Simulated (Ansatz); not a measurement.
Run report: Ru, geometry relaxation (part 2 of 2)

The same run, continued: Ru (slab, 3 atoms in the cell); DFT PBEsol, scalar-relativistic, plane waves, PAW, no spin polarisation (Ansatz 0.2.0); cutoff 420 eV, 12×12×1 k-mesh, Gaussian smearing of 0.1 eV. The structure derives from an entry of the Crystallography Open Database. The input holds or restrains some coordinates. Forces given for the steps count only the free coordinates. It belongs to a series of runs on one base structure; here: clean slab, lower half held.

Geometry of the input (Å; fractional positions):
```
2.6895  0.0000  0.0000
-1.3448  2.3292  0.0000
0.0000  0.0000  21.2519
Ru 0.3333  0.6667  0.4000
Ru 0.6667  0.3333  0.5000
Ru 0.3333  0.6667  0.6000
```

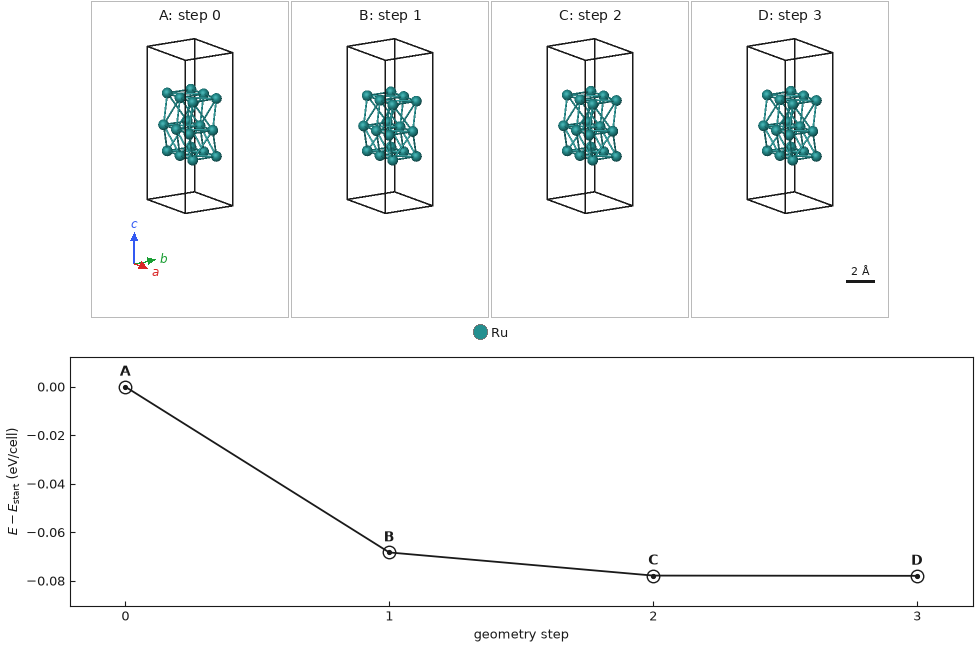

Figure 1. Frames of the restrained relaxation (ball-and-stick view of the 3 × 2 repeat of the cell, with the vacuum cut short, seen slightly off an axis) above the curves, on which the letters mark them (the first geometry is step 0 here and step 1 in the log).

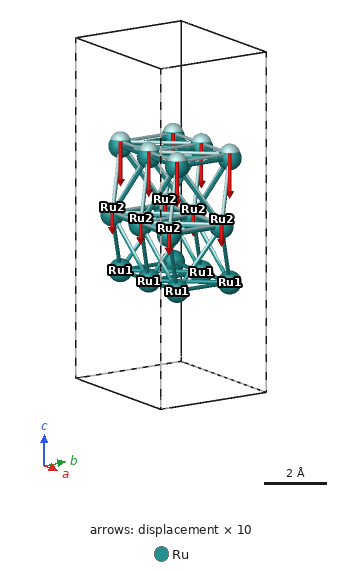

Figure 2. Start (faint) and end (solid) with the displacements as red arrows, magnified 10 times (ball-and-stick view of the 3 × 2 repeat of the cell, with the vacuum cut short, seen slightly off an axis). The largest move is that of Ru3, 0.15 Å. The cell stays as it was. Distances before and after: Ru1–Ru2 2.633 → 2.573 Å. The energy falls by 77.9 meV per cell of the calculation in 3 geometry steps. Largest force component: 1 eV/Å at the start, 0.00066 eV/Å at the end. (Atoms are counted from 1 in the order of the input.)

```
WARN: The input density's exchange-correlation potential varies sharply where the density is thin. Do not read a vacuum level from v_tot or v_xc, or from such a field of the output density. On a cell that repeats whose density bears no net charge and no dipole along the vacuum's axis use v_es (v_loc + v_h of the components); under efield.dipole_correction with no amplitude use v_es + v_field, which holds any external_charges[].barrier, or the levels of the report's work_function block, which leave it out; under a non-zero efield.amplitude the vacuum is tilted and has no level; on a cell that repeats and bears such a dipole with no correction it is tilted too, and efield.dipole_correction with no amplitude gives each side of its ramp a level where efield: is served; in a cell that repeats whose density bears a net charge (total_charge, or a fill off its count) it is curved and has none; of a slab under crystal.periodic whose density bears no net charge use v_es, which has a level on each side, short of where the two are joined; of another it falls or rises all the way out and has none; of a slab beside external_charges read slab_vacuum_level instead, which it has where they leave it neutral. The grid or the basis barely resolves most such structure, and the values can differ between equally converged runs; as a rule a tighter scf.convergence.dr2_threshold does not remove it. Where the density itself ripples (under the LDA too) a higher basis.ecutwfc lessens it. The files hold the spikes' plane waves up to the density's cutoff. Files: v_tot and the like, and their columns of v_z.tsv (output.write_potential); v_xc and the like, and their columns of v_comp_z.tsv (output.write_potential_components); where files of the output density stand in their place, no point of their own thin density is over the threshold below, and this is of outcome.potential() and, of a run that writes arrays (npy), the arrays of these names. Measured: with its Gaussian average of σ = 0.25 Å subtracted twice, the exchange-correlation potential is over 0.1 eV at 9 of the grid points where the equally averaged density (valence and model cores) is under 1e-3 e/Å³, and 0.153 eV at the most among them, at an averaged density of 1.1e-7 e/Å³. See output.write_potential in the manual, Limitations
SCF converged after 6 iterations
Free energy (F): -17447.253076 eV
Harris-Foulkes:  -17447.253076 eV  (|F-HF|=7.43e-8)
Internal energy: -17447.242734 eV  (E = F + TS)
E sigma→0 (E₀):  -17447.247905 eV
Entropy (-TS):   -0.010343 eV (-3.448 meV/atom)
Fermi energy:    3.745102 eV
Dipole field:    D = -0.000245 V/Å  (p = -0.000181 e·Å, saw-weighted, corrected)
Work function:   Φ+ = 5.0869 eV   Φ− = 5.0817 eV
Levels:          The Fermi level and band energies are counted from a zero that moves with the ramp; work functions are not
--- Per-component energies (eV) ---
  E_band       = -1109.146594
  E_kinetic    = 1541.010333
  E_local      = -64801.980858  (includes V_loc(G=0)·N_el)
  E_nonlocal   = 1036.307583
  E_hartree    = 31248.356201
  E_xc         = -565.969961
  E_vxc        = -712.737485  (∫ρ·V_xc dr)
  E_paw        = -10199.049899  (= ΣΔE_a)
  E_vpaw       = -668.465795  (= ΣTr[D̂ρ^β])
  E_aug_tail   = -0.000599  (compensation charges beyond the density's cutoff)
  E_efield     = 0.000000  (sawtooth field / dipole correction)
  E_vefield    = -0.000880  (∫n·V_field dr)
  E_ewald      = 24293.324578
  E_core_change = 0.759888  (= ΣΔE_core)
  E_smearing   = -0.010343  (= −TS)
  E_closure    = -0.000000  (closes the sum)
  Σ components = -17447.253076   (vs F -17447.253076, Δ=0.00e0)
--- Forces (eV/Å), atoms counted from 1 ---
  atom   1  Ru     0.00000000     0.00000000     0.00062814
  atom   2  Ru     0.00000000     0.00000000    -0.00066151
  atom   3  Ru     0.00000000     0.00000000     0.00017184
  max |Σ_I F_I| component: 1.38e-4 eV/Å
--- Band table (eV; the first three rows and the last of 19) ---
  k-point 0: bands = ["-69.7499", "-69.1152", "-69.0972", "-40.0798", "-39.3162", "-39.3162", "-39.1801", "-38.8687", "-38.6715", "-38.6715", "-38.6597", "-38.6597", "-3.8765", "-2.6353", "-2.1577", "0.5237", "0.5237", "0.9852", "0.9852", "1.1428", "1.2852", "1.6739", "1.6739", "2.8898", "2.8898", "3.2543", "4.3182", "4.3182", "4.8490"]
  k-point 1: bands = ["-69.7412", "-69.1076", "-69.0906", "-40.0631", "-39.4007", "-39.3303", "-39.1425", "-38.8853", "-38.7139", "-38.7116", "-38.6843", "-38.6710", "-3.6232", "-2.4271", "-1.9044", "0.2958", "0.5616", "0.7181", "1.0795", "1.0957", "1.4349", "1.6439", "1.8723", "2.7356", "2.8404", "2.9435", "3.7384", "4.2761", "4.8146"]
  k-point 2: bands = ["-69.7175", "-69.0866", "-69.0725", "-40.0182", "-39.5775", "-39.3687", "-39.0940", "-38.9517", "-38.8594", "-38.7979", "-38.7190", "-38.7020", "-2.9676", "-1.9446", "-1.3268", "-0.1292", "-0.0443", "0.7732", "1.2655", "1.2774", "1.3747", "1.7352", "2.0476", "2.4400", "2.6626", "2.8953", "3.6407", "4.1806", "5.0581"]
  k-point 18: bands = ["-69.6023", "-68.9856", "-68.9854", "-39.9768", "-39.9046", "-39.8312", "-39.2248", "-39.2218", "-39.1716", "-39.0534", "-39.0456", "-38.9323", "-1.8569", "-1.1406", "-0.7302", "-0.6414", "-0.5217", "1.0075", "1.3545", "1.3868", "1.4104", "1.4189", "2.5830", "4.1941", "4.2235", "4.3106", "4.9072", "11.3715", "11.4593"]
--- Relaxed structure (4 steps of the walk, 4 accepted, 0 SCFs on fresh bases) ---
  F+E_penalty+E_count = -17447.25307625 eV   max|allowed force component| = 6.615e-4 eV/Å
  atoms:
    - { symbol: Ru, position: [0.33333333333333326, 0.6666666666666666, 0.3999638442] }
    - { symbol: Ru, position: [0.6666666666666665, 0.3333333333333333, 0.4964843485711079] }
    - { symbol: Ru, position: [0.33333333333333326, 0.6666666666666666, 0.5930019695725101] }
```

Trajectory as extended XYZ (Å, eV, eV/Å), 4 frames, from step=1 to step=4:
```
3
Lattice="2.6895 0.0000 0.0000 -1.3448 2.3292 0.0000 0.0000 0.0000 21.2519" Properties=species:S:1:pos:R:3:forces:R:3 step=1 energy=-17447.17513
Ru    0.0000    1.5528    8.5000    0.0000   0.0000   1.0000
Ru    1.3448    0.7764   10.6260    0.0000   0.0000  -0.0002
Ru    0.0000    1.5528   12.7519    0.0000   0.0000  -1.0010
3
Lattice="2.6895 0.0000 0.0000 -1.3448 2.3292 0.0000 0.0000 0.0000 21.2519" Properties=species:S:1:pos:R:3:forces:R:3 step=2 energy=-17447.24343
Ru    0.0000    1.5528    8.5000    0.0000   0.0000  -0.2363
Ru    1.3448    0.7764   10.5387    0.0000   0.0000  -0.2552
Ru    0.0000    1.5528   12.5560    0.0000   0.0000   0.4900
3
Lattice="2.6895 0.0000 0.0000 -1.3448 2.3292 0.0000 0.0000 0.0000 21.2519" Properties=species:S:1:pos:R:3:forces:R:3 step=3 energy=-17447.25297
Ru    0.0000    1.5528    8.5000    0.0000   0.0000   0.0157
Ru    1.3448    0.7764   10.5530    0.0000   0.0000  -0.0617
Ru    0.0000    1.5528   12.6004    0.0000   0.0000   0.0456
3
Lattice="2.6895 0.0000 0.0000 -1.3448 2.3292 0.0000 0.0000 0.0000 21.2519" Properties=species:S:1:pos:R:3:forces:R:3 step=4 energy=-17447.25308
Ru    0.0000    1.5528    8.5000    0.0000   0.0000   0.0006
Ru    1.3448    0.7764   10.5512    0.0000   0.0000  -0.0007
Ru    0.0000    1.5528   12.6024    0.0000   0.0000   0.0002
```

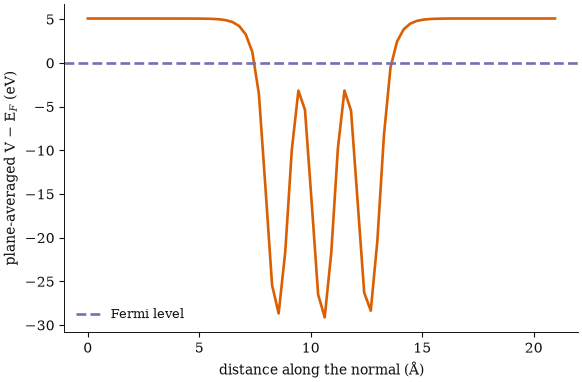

Figure 3. Plane average of the electrostatic potential energy of an electron across the cell, from the Fermi level. The vacuum level lies 5.09 eV above the Fermi level.

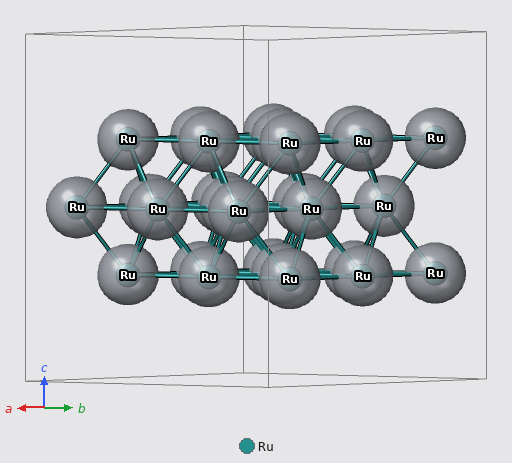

Figure 4. Isosurface of the valence pseudo-density at 1 e/Å³ (grey), seen at an oblique angle. Sticks mark near contacts. At this value the density breaks into separate islands; it holds about 75 % of the electrons treated as valence (semicore included). It is pinched off along the Ru–Ru (2.57 Å) and Ru–Ru (2.69 Å) contacts. On the grid the lowest density along these lines, outside the cores, is 0.5 e/Å³ (Ru–Ru, 2.57 Å) and 0.4 e/Å³ (Ru–Ru, 2.69 Å). The fields are those of the smooth PAW valence density.

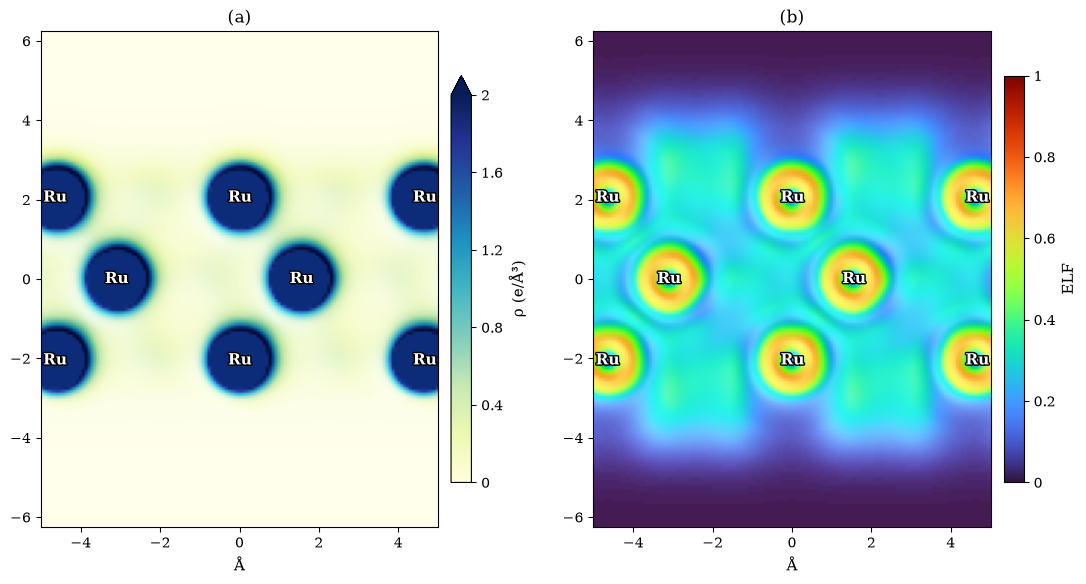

Figure 5. (a) valence pseudo-density; (b) ELF on the (110) plane of the calculation cell, a cut from vacuum to vacuum. Atoms in the plane: Ru. Ru–Ru (2.57 Å): ρ is about 0.5 e/Å³ halfway; the ELF is about 0.35 at the midpoint (nearly free electrons, as in a simple metal). The density dies away to nearly zero in the vacuum. The strong features right at Ru lie inside the PAW spheres (semicore, d or f shells) and say nothing about bonding.
